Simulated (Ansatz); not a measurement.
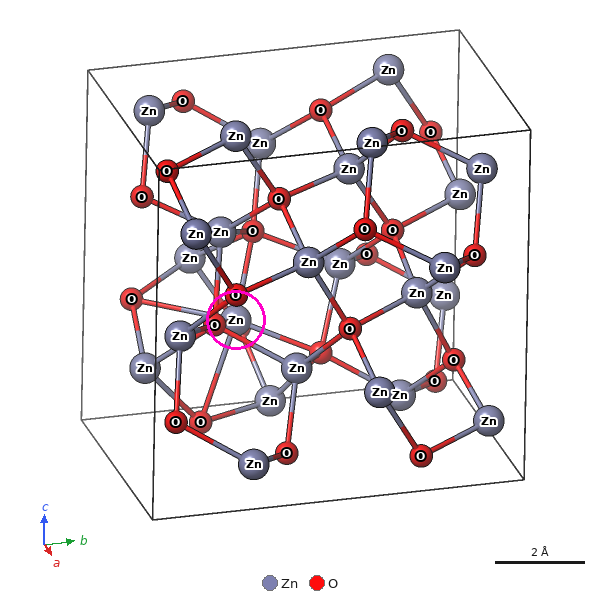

Ball-and-stick drawing of the structure, looking slightly off an axis. The supercell is drawn as a box. The host is ZnO, in a cell of 48 sites, and the cell is neutral. A ring marks the defect's site.

What defect is present?

An interstitial zinc atom. It is bonded to six O in a distorted octahedral arrangement at about 2.0 to 2.4 Å. Not all metal-metal contacts are counted.

The atoms were relaxed in the host's cell with DFT PBE, scalar-relativistic, plane waves, PAW (Ansatz 0.2.0).
